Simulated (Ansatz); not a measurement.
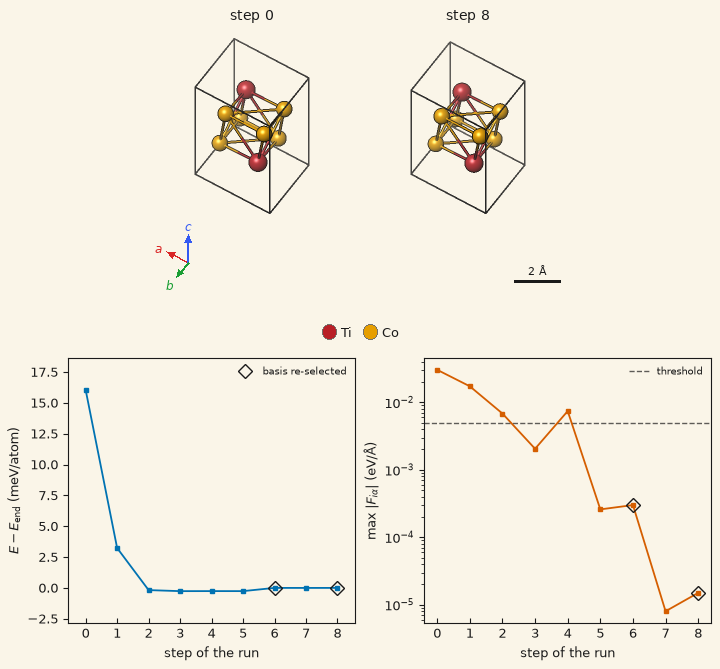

First and last geometry of a relaxation of a crystal of TiCo₃ (set up in P6_3/mmc), with the history of the run. Style: ball-and-stick. Shown: the cell of the calculation, from a free direction.

Theory: DFT PBEsol, scalar-relativistic, plane waves, PAW (Ansatz). (plane-wave cutoff 420 eV; k-point mesh 12 × 12 × 8; occupations gaussian; smearing width 0.1 eV; collinear spin; cell and atoms relaxed; force threshold 0.005 eV/Å; at most 80 steps)

> Read the history and describe the run.

It converged. No atom moves by more than 0.005 Å relative to the cell. The drawn cell changes as follows: a = b 5.039 → 5.044 Å (+0.1 %), c 4.239 → 4.081 Å (−3.7 %); the volume changes by −3.6 %. Among the contacts that change: Co–Ti 2.596 → 2.530 Å, Co–Co 2.546 → 2.483 Å, Co–Co 2.443 → 2.452 Å, Co–Co 2.596 → 2.592 Å. The space group stays P6_3/mmc (No. 194). Over 6 accepted moves (8 points after the start) the energy falls by 16.0 meV per atom. The largest force component goes from 0.03 to under 0.0001 eV/Å. The pressure goes from −6.98 to 0.00 GPa. The SCF was repeated twice at an unchanged geometry on a basis and grid sized afresh for the cell, which shifted the energy by 0.3 meV per atom at most. Cost: 4.8 min on 2 threads of Intel(R) Xeon(R) 6975P-C (Granite Rapids), with other jobs on the host, peak memory 1.3 GiB.

```json
{"step": "0", "E − E(0), meV/atom": "0.00", "largest force component, eV/Å": "0.0303", "pressure, GPa": "-6.98", "volume, Å³/atom": "11.650", "note": ""}
{"step": "1", "E − E(0), meV/atom": "-12.82", "largest force component, eV/Å": "0.0173", "pressure, GPa": "-2.11", "volume, Å³/atom": "11.360", "note": ""}
{"step": "2", "E − E(0), meV/atom": "-16.23", "largest force component, eV/Å": "0.0068", "pressure, GPa": "0.70", "volume, Å³/atom": "11.204", "note": ""}
{"step": "3", "E − E(0), meV/atom": "-16.31", "largest force component, eV/Å": "0.0021", "pressure, GPa": "0.10", "volume, Å³/atom": "11.234", "note": ""}
{"step": "4", "E − E(0), meV/atom": "-16.31", "largest force component, eV/Å": "0.0074", "pressure, GPa": "-0.01", "volume, Å³/atom": "11.238", "note": ""}
{"step": "5", "E − E(0), meV/atom": "-16.31", "largest force component, eV/Å": "0.0003", "pressure, GPa": "0.00", "volume, Å³/atom": "11.238", "note": ""}
{"step": "6", "E − E(0), meV/atom": "-16.05", "largest force component, eV/Å": "0.0003", "pressure, GPa": "-0.03", "volume, Å³/atom": "11.238", "note": "same geometry, new basis"}
{"step": "7", "E − E(0), meV/atom": "-16.05", "largest force component, eV/Å": "0.0000", "pressure, GPa": "0.00", "volume, Å³/atom": "11.236", "note": ""}
{"step": "8", "E − E(0), meV/atom": "-16.05", "largest force component, eV/Å": "0.0000", "pressure, GPa": "0.00", "volume, Å³/atom": "11.236", "note": "same geometry, new basis"}
```
